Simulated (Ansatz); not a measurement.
Ti$_{15}$Si$_{32}$ (cell with a defect)

Input

```
crystal:
  lattice:
    - [9.6125481501, 0.0, 0.0]
    - [0.0, 8.2632610244, 0.0]
    - [0.0, 0.0, 8.5652051043]
  atoms:
    - { symbol: Ti, position: [0.125, 0.25, 0.75] }
    - { symbol: Ti, position: [0.125, 0.75, 0.25] }
    - { symbol: Ti, position: [0.375, 0.75, 0.75] }
    - { symbol: Ti, position: [0.625, 0.25, 0.75] }
    - { symbol: Ti, position: [0.625, 0.75, 0.25] }
    - { symbol: Ti, position: [0.875, 0.25, 0.25] }
    - { symbol: Ti, position: [0.375, 0.25, 0.25] }
    - { symbol: Ti, position: [0.75, 0.5, 0.5] }
    - { symbol: Ti, position: [0.0, 0.0, 0.5] }
    - { symbol: Ti, position: [0.0, 0.5, 0.0] }
    - { symbol: Ti, position: [0.25, 0.5, 0.5] }
    - { symbol: Ti, position: [0.5, 0.0, 0.5] }
    - { symbol: Ti, position: [0.5, 0.5, 0.0] }
    - { symbol: Ti, position: [0.75, 0.0, 0.0] }
    - { symbol: Ti, position: [0.25, 0.0, 0.0] }
    - { symbol: Si, position: [0.625, 0.086982501, 0.25] }
    - { symbol: Si, position: [0.875, 0.586982501, 0.25] }
    - { symbol: Si, position: [0.875, 0.086982501, 0.75] }
    - { symbol: Si, position: [0.125, 0.086982501, 0.25] }
    - { symbol: Si, position: [0.375, 0.586982501, 0.25] }
    - { symbol: Si, position: [0.375, 0.086982501, 0.75] }
    - { symbol: Si, position: [0.625, 0.586982501, 0.75] }
    - { symbol: Si, position: [0.125, 0.586982501, 0.75] }
    - { symbol: Si, position: [0.625, 0.413017499, 0.25] }
    - { symbol: Si, position: [0.875, 0.913017499, 0.25] }
    - { symbol: Si, position: [0.875, 0.413017499, 0.75] }
    - { symbol: Si, position: [0.125, 0.413017499, 0.25] }
    - { symbol: Si, position: [0.375, 0.913017499, 0.25] }
    - { symbol: Si, position: [0.375, 0.413017499, 0.75] }
    - { symbol: Si, position: [0.625, 0.913017499, 0.75] }
    - { symbol: Si, position: [0.125, 0.913017499, 0.75] }
    - { symbol: Si, position: [0.75, 0.163017499, 0.5] }
    - { symbol: Si, position: [0.0, 0.663017499, 0.5] }
    - { symbol: Si, position: [0.0, 0.163017499, 0.0] }
    - { symbol: Si, position: [0.25, 0.163017499, 0.5] }
    - { symbol: Si, position: [0.5, 0.663017499, 0.5] }
    - { symbol: Si, position: [0.5, 0.163017499, 0.0] }
    - { symbol: Si, position: [0.75, 0.663017499, 0.0] }
    - { symbol: Si, position: [0.25, 0.663017499, 0.0] }
    - { symbol: Si, position: [0.75, 0.836982501, 0.5] }
    - { symbol: Si, position: [0.0, 0.336982501, 0.5] }
    - { symbol: Si, position: [0.0, 0.836982501, 0.0] }
    - { symbol: Si, position: [0.25, 0.836982501, 0.5] }
    - { symbol: Si, position: [0.5, 0.336982501, 0.5] }
    - { symbol: Si, position: [0.5, 0.836982501, 0.0] }
    - { symbol: Si, position: [0.75, 0.336982501, 0.0] }
    - { symbol: Si, position: [0.25, 0.336982501, 0.0] }
scf:
  occupations: { method: methfessel_paxton, width: 0.1 }
output:
  forces: true
  stress: false
  eigenvalues: true
  write_density: true
  write_potential: true
  elf: true
  volumetric_format: npy
kpoints:
  mp_grid: { grid: [4, 4, 4] }
hamiltonian:
  xc: pbe
relax:
  f_tol: 0.02
  adjacent_minimum: "off"
```

Command:

```sh
ansatz run input.yaml --threads 8 --pin off --max-ram 28672MiB --backend cpu --events-out ev --progress --plain --runs-dir out
```

The fields are those of the relaxed geometry.

Computed without spin polarisation.

Method: DFT PBE, scalar-relativistic, plane waves, PAW (Ansatz 0.2.0).

What will maps of the valence pseudo-density and electron localisation function show?

Si–Si (2.69 Å): the density is about 0.28 e/Å³ at the midpoint; the ELF peaks at about 0.60 between the atoms.

Does the calculation give a band gap?

It is metallic or semimetallic at this level of theory: no gap opens.

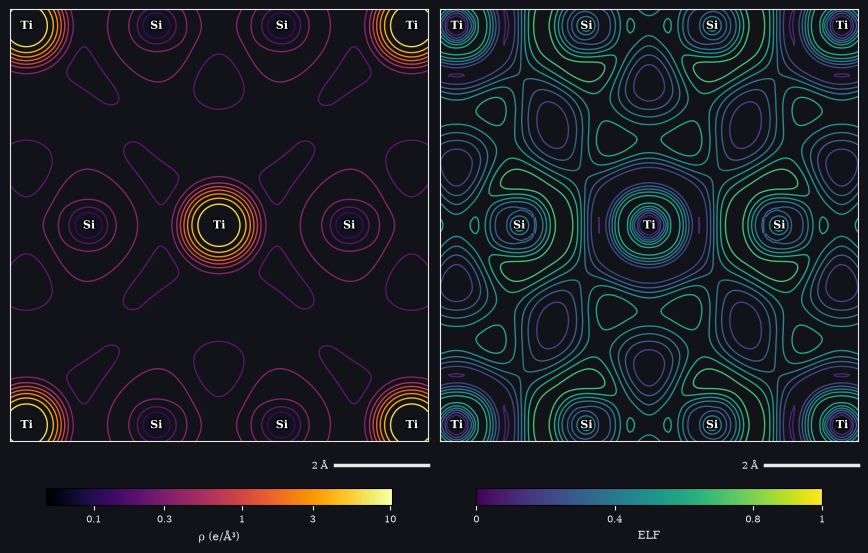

Computed valence pseudo-density and electron localisation function on the (100) plane of the calculation cell, in this order. 

The density is the valence pseudo-density of a PAW calculation; it isn't the true density close to the nuclei.
